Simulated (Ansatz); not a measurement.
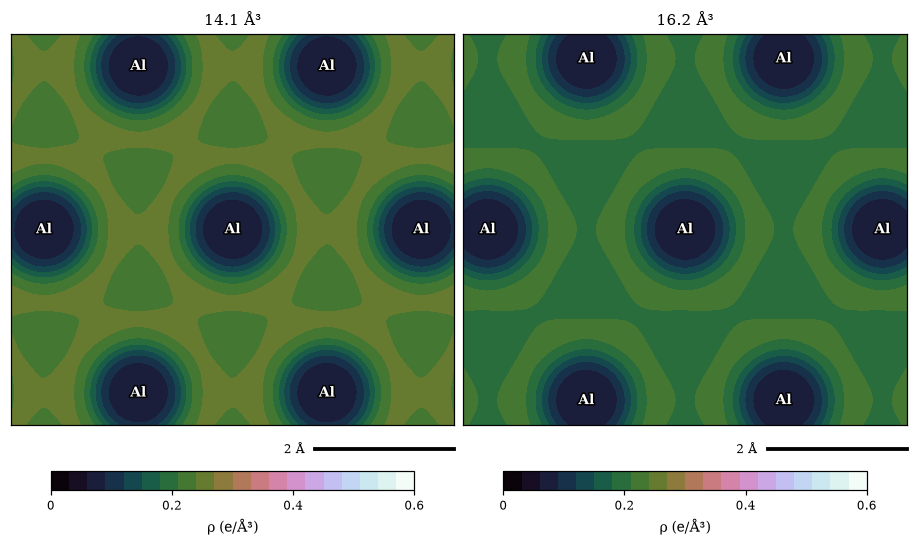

Al. The valence charge density (pseudo) of cells scaled evenly to different volumes (given per atom above each panel), on the (100) plane of each (indices in the axes of the cell below), at one length scale and on one colour scale.

Computed without spin polarisation.

These are results of DFT, PBEsol, PAW with Ansatz's default frozen-core files, scalar-relativistic; relaxation of cell and atoms in Ansatz 0.2.0, not measurements.

The largest cell:

```yaml
crystal:
  lattice:
    - [0.00000, 2.00721, 2.00721]
    - [2.00721, 0.00000, 2.00721]
    - [2.00721, 2.00721, 0.00000]
  atoms:
    - { symbol: Al, position: [0.00000, 0.00000, 0.00000] }
```

| volume (Å³/atom) | Al–Al contact in the plane (Å) | ρ at its midpoint (e/Å³) | pressure (GPa) | 
| --- | --- | --- | --- |
| 14.13 | 2.713 | 0.242 | 15.0 | 
| 15.80 | 2.817 | ? | ? | 
| 16.17 | 2.839 | 0.207 | 0.0 | 

**Estimate the missing row, and compare with the calculation.**

Over the known rows ln ρ falls by 1.24 per Å of Al–Al distance (the line through the two), which gives 0.213 e/Å³ at 2.817 Å; the calculation gives 0.212 e/Å³. For the pressure, a straight line in volume between the neighbouring rows gives 2.7 GPa; the calculation gives 2.0, lower because pressure rises ever faster on compression.
